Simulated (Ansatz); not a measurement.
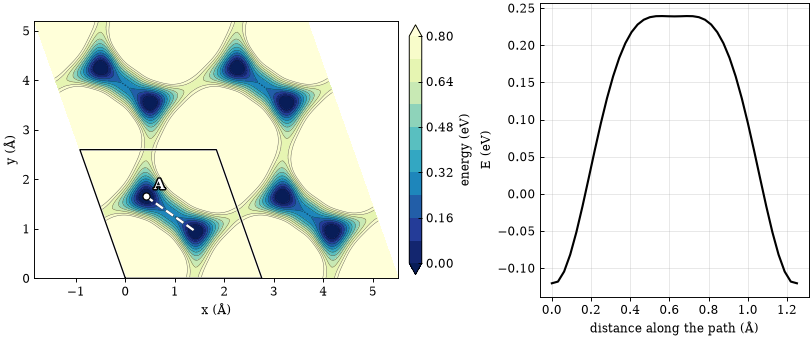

C on a W(110) slab cut from the Im-3m phase, its upper half relaxed before the scan (3 atoms of substrate and one adsorbate in a 1 × 1 cell). C is moved over the surface cell; relaxed at each place: the height of the adsorbate's atoms; substrate rigid; the origin of the map has the adsorbate above W3. Places are given modulo a cell vector. The map is drawn in real space over the plane of the surface. The scan uses a 6 × 6 grid; 13 points were computed and 23 follow by symmetry. Energies: eV, counted from the lowest grid point. With one adsorbate in each 1 × 1 cell, its nearest image is 2.8 Å away, so neighbouring adsorbates interact. Method: DFT PBE, scalar-relativistic, plane waves, PAW in Ansatz 0.2.0. Settings: cutoff 420 eV, k-mesh 10×10×1, gaussian smearing 0.1 eV, no spin polarisation.

The picture shows filled contours, a line along the lowest path, the outline of one cell of the 2 × 2 shown, one colour for all values above the top of the scale, the energy along the path at the right, the start A. Between grid points the surface is interpolated.

Describe the path and its barrier.

The easiest path leads from the well at (2/6, 4/6) of the cell vectors [nearest 1 W at 1.87 Å] to a well of about the same depth at (4/6, 2/6) of the cell vectors [nearest 1 W at 1.87 Å]. Its highest point lies about 0.36 eV above the bottom of the first well on the interpolated surface, at a bridge site between two W atoms, over a second-layer W atom, (3/6, 3/6) of the cell vectors. This is the barrier on the constrained surface; relaxing the other coordinates would change it.

PAW datasets: the set soft_1.
